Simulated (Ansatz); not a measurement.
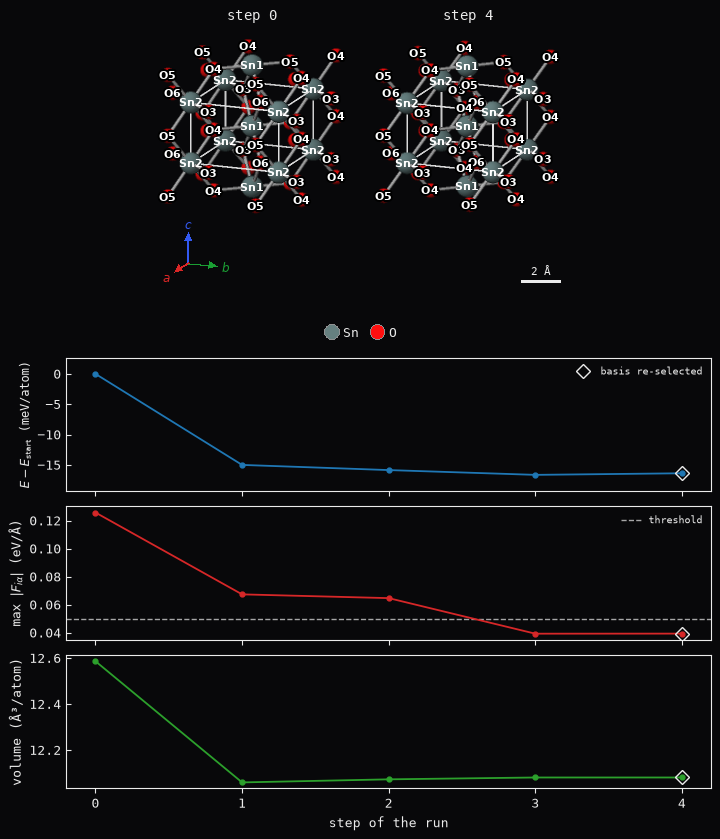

First and last geometry of a relaxation of crystalline SnO2 (set up in Pnnm) (coarse preliminary run), with the history of the run. Style: ball-and-stick. Shown: the cell of the calculation, slightly off an axis.

Method: Ansatz 0.2.0, DFT r2SCAN, scalar-relativistic, plane waves, PAW.

Input file:
```yaml
crystal:
  lattice:
    - [4.788004, 0.0, 0.0]
    - [0.0, 4.866582, 0.0]
    - [0.0, 0.0, 3.240898]
  atoms:
    - { symbol: Sn, position: [0.5, 0.5, 0.5] }
    - { symbol: Sn, position: [0.0, 0.0, 0.0] }
    - { symbol: O, position: [0.291855, 0.321042, 0.0] }
    - { symbol: O, position: [0.791855, 0.178958, 0.5] }
    - { symbol: O, position: [0.208145, 0.821042, 0.5] }
    - { symbol: O, position: [0.708145, 0.678958, 0.0] }
basis:
  ecutwfc: 500
kpoints:
  mp_grid: { grid: [4, 4, 6] }
hamiltonian:
  xc: r2scan
scf:
  occupations: { method: gaussian, width: 0.1 }
output:
  forces: true
  stress: true
  eigenvalues: true
relax:
  adjacent_minimum: "off"
  f_tol: 0.05
  max_steps: 80
  cell: { stress_tol: 0.5 }
```

Command:
```bash
ansatz run input.yaml --threads 2 --pin off --max-ram 5120MiB --backend cpu --events-out ev --progress --plain --runs-dir out
```

**Did the run converge, and what did it change?**

It converged. The largest moves relative to the cell, 0.092 Å, are those of O3, O4, O5 and O6. O3 goes along [1 −1 0]. Sn stays in place. The volume changes by −4.0 %, with a 4.788 → 4.759 Å (−0.6 %), b 4.867 → 4.759 Å (−2.2 %), c 3.241 → 3.200 Å (−1.2 %). Among the contacts that change: Sn1–O4 2.096 → 2.057 Å, Sn1–O3 2.092 → 2.067 Å. The space group stays Pnnm (No. 58). The energy falls by 16.4 meV per atom in 3 accepted moves (4 points after the start). Largest force component: 0.13 eV/Å at the start, 0.039 eV/Å at the end. Pressure: −8.21 GPa at the start and 0.02 GPa at the end. The SCF was repeated once at an unchanged geometry on a basis and grid sized afresh for the cell, which shifted the energy by 0.3 meV per atom at most.
